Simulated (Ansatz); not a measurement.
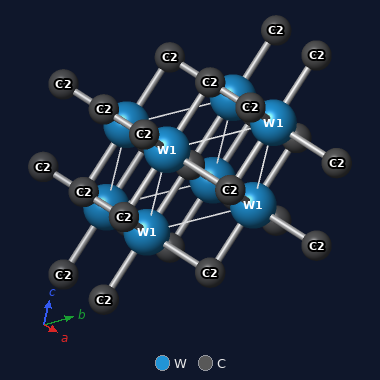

The system is WC (Fm-3m, No. 225; 2 atoms in the cell); the picture shows the reference structure. The cell is strained homogeneously, by one strain along x and y and another along z, with fractional coordinates fixed (x, y and z along the cube axes). The first coordinate is: strain along x and y; the second: strain along z. The scan uses a 5 × 5 grid. Points are written as (first, second). Energies: meV/atom, counted from the lowest grid point. The reference cell is the one listed in the database, not relaxed at this level. All numbers below come from Ansatz, DFT r2SCAN, scalar-relativistic, plane waves, PAW. Settings: cutoff 500 eV, k-mesh 18×18×18, gaussian smearing 0.15 eV, no spin polarisation.

Its coordinates:

```yaml
crystal:
  lattice:
    - [0.00000, 2.19268, 2.19268]
    - [2.19268, 0.00000, 2.19268]
    - [2.19268, 2.19268, 0.00000]
  atoms:
    - { symbol: W, position: [0.00000, 0.00000, 0.00000] }
    - { symbol: C, position: [0.50000, 0.50000, 0.50000] }
```

Range: strain along x and y from −5.0 to 5.0 %; strain along z from −5.0 to 5.0 %.

Question: Predict the map.

Answer: The lowest grid point is at (0.0 %, 0.0 %). No other kind of well shows on this grid. The highest grid point, (5.0 %, 5.0 %), lies 280 meV/atom above the lowest. Round the minimum the valley is somewhat tilted: raising strain along x and y shifts the best value of strain along z downwards (coupling k₁₂/√(k₁₁k₂₂) about 0.3).

```tsv
strain along z ↓, strain along x and y →	−5.0	−2.5	0.0	2.5	5.0
5.0	149	59	66	145	280
2.5	137	31	22	88	209
0.0	146	24	0	51	159
−2.5	186	47	8	44	137
−5.0	266	112	57	77	154
```

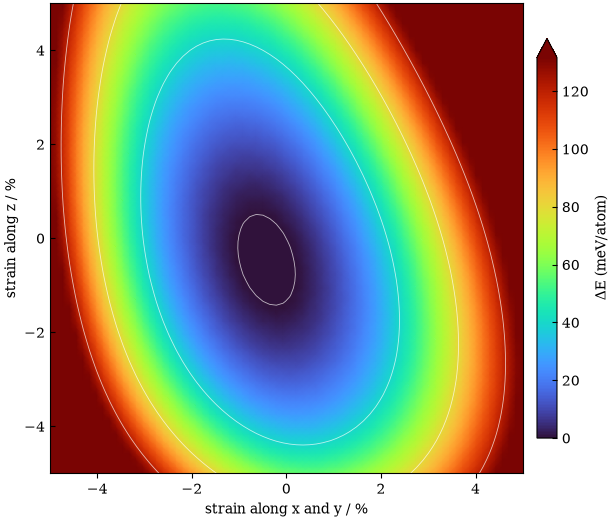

In the figure: a smooth colour map with a few white contour lines, one colour for all values above the top of the scale. Between grid points the surface is interpolated.
